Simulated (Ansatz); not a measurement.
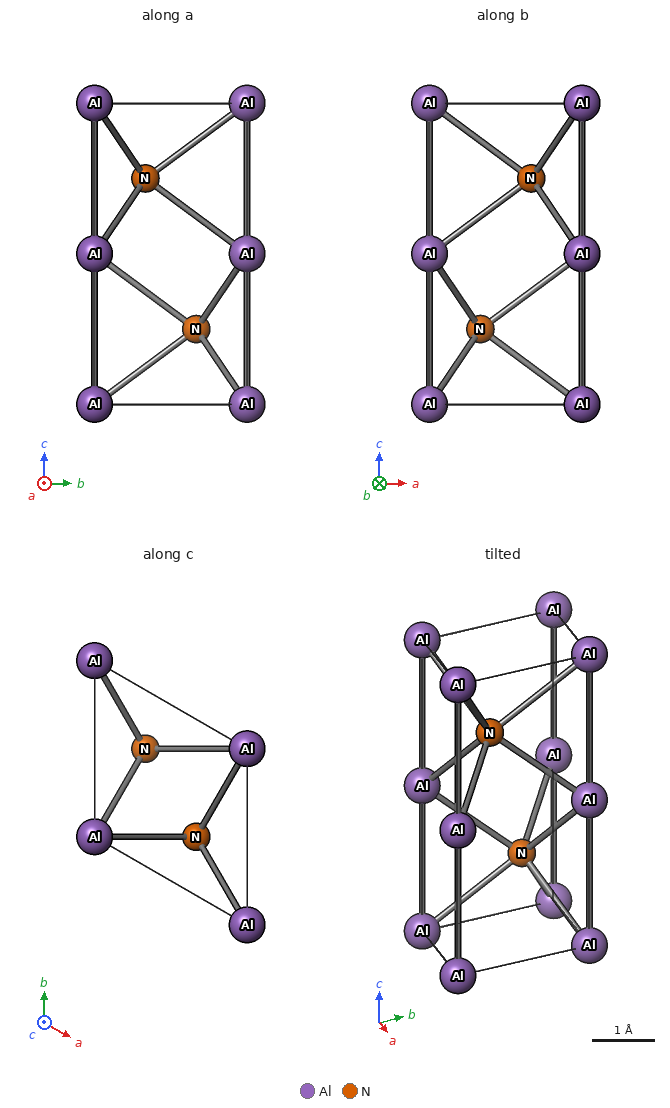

Drawn in the ball-and-stick manner and seen along the a axis, along the b axis, along the c axis and slightly off an axis. One conventional unit cell is framed, with atoms on its boundary repeated.

Lattice parameters: a = 2.856 Å, b = 2.856 Å, c = 4.883 Å, α = 90.00°, β = 90.00°, γ = 120.00°. Put a along x and b in the xy plane.

> Reconstruct the structure as a POSCAR file.

```
Al N
1.0
     2.856    0.000    0.000
    -1.428    2.473    0.000
     0.000    0.000    4.883
Al N
2 2
Direct
  0.0000 0.0000 0.0000
  0.0000 0.0000 0.5000
  0.3333 0.6667 0.2500
  0.6667 0.3333 0.7500
```

Origin of the cell: a structure type filled with these elements by a generator (whether the compound takes this form wasn't checked). Earlier steps of the study may have refined or changed the cell and positions. It was run through Ansatz as a DFT input.
